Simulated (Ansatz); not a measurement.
# FeGe: what the fields show

Input file:

```
crystal:
  lattice:
    - [4.689, 0.0, 0.0]
    - [0.0, 4.689, 0.0]
    - [0.0, 0.0, 4.689]
  atoms:
    - { symbol: Ge, position: [0.158, 0.342, 0.658] }
    - { symbol: Ge, position: [0.342, 0.658, 0.158] }
    - { symbol: Ge, position: [0.658, 0.158, 0.342] }
    - { symbol: Ge, position: [0.842, 0.842, 0.842] }
    - { symbol: Fe, position: [0.865, 0.635, 0.365], spin: 4.5 }
    - { symbol: Fe, position: [0.635, 0.365, 0.865], spin: 4.5 }
    - { symbol: Fe, position: [0.365, 0.865, 0.635], spin: 4.5 }
    - { symbol: Fe, position: [0.135, 0.135, 0.135], spin: 4.5 }
hamiltonian:
  xc: pbesol
  pseudopotentials: { kind: paw }
magnetization:
  spin_polarized: true
  initial_magnetization: 18.0
  spin_locking: { lock_magnetization: hard }
kpoints:
  mp_grid: { grid: [5, 5, 5] }
scf:
  occupations: { method: fermi_dirac, width: 0.05 }
  lower_state_search: "off"
output:
  forces: true
  stress: true
  eigenvalues: true
  write_density: true
  write_potential: true
  elf: true
  volumetric_format: npy
```

Command:

```sh
ansatz run input.yaml --threads 4 --pin off --max-ram 11264MiB --backend cpu --events-out ev --progress --plain --runs-dir out
```

Below, planes, directions and counts refer to the conventional cell (a = 4.69 Å, b = 4.69 Å, c = 4.69 Å, α = 90.00°, β = 90.00°, γ = 90.00°).

Space group P2₁3; not relaxed (largest force 1.6 eV/Å); computed pressure about 44 GPa in this cell; spin-polarised.

Method: Kohn-Sham DFT of a periodic cell, PBEsol, Ansatz PAW in Ansatz.

Core electrons are frozen (PAW), and the valence fields are smoothed inside the atomic spheres.

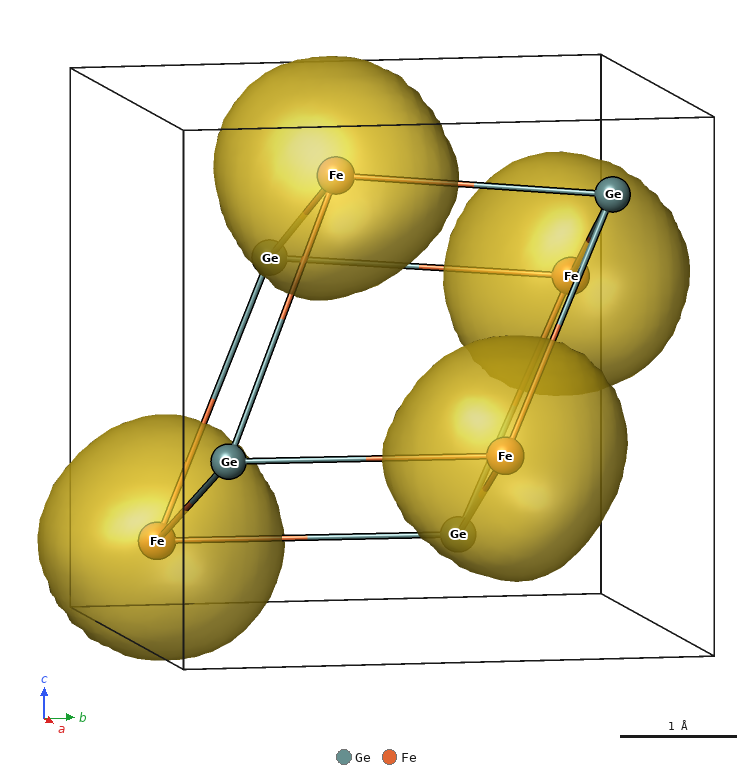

Figure 1. Isosurface of the magnetisation density (up minus down) at +0.1 e/Å³ (yellow), seen slightly off an axis. Sticks mark near contacts.

### Which atoms carry the moments, and with what signs?

The spin density sits on Fe: +3.5 μB (×4) in one cell of 8 atoms, with smaller moments on other sites: Ge (up to +0.36 μB): parallel main moments (a ferromagnetic arrangement) in this solution. The cell of the calculation (8 atoms) carries 18.0 μB of net spin moment.

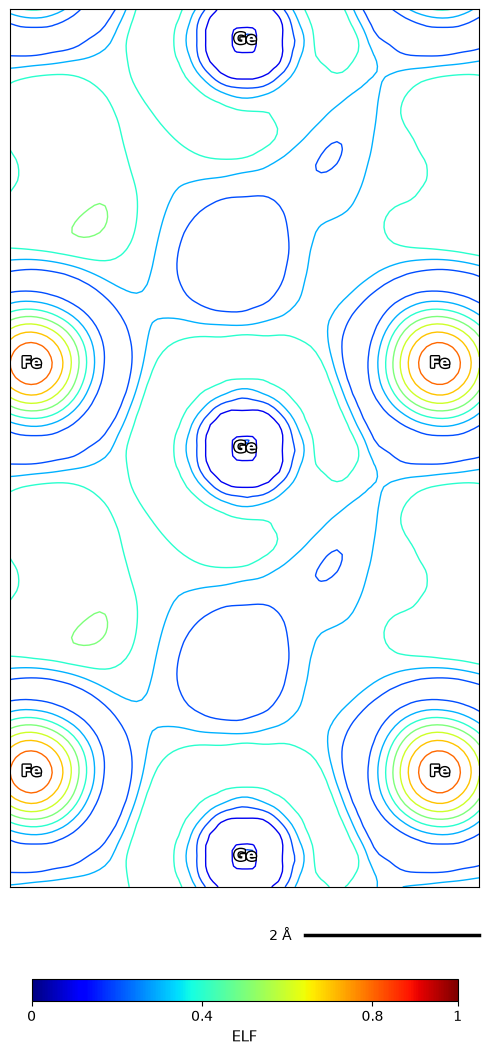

Figure 2. ELF on the (010) plane of the conventional cell.

### Interpret the plot.

- The section cuts through Ge and Fe sites.
- Atoms just off the plane (Ge, 0.9 Å away) can leave unmarked features too.
- Fe–Ge (2.44 Å): the ELF is about 0.35 at the midpoint.
- Fe–Ge (2.64 Å): the ELF is about 0.40 at the midpoint.
- The features right at Fe lie inside the PAW spheres, where the map follows smoothed inner orbitals and isn't to be read closely.

### Does the calculation give a band gap?

It is gapless in this calculation (a metal or semimetal).
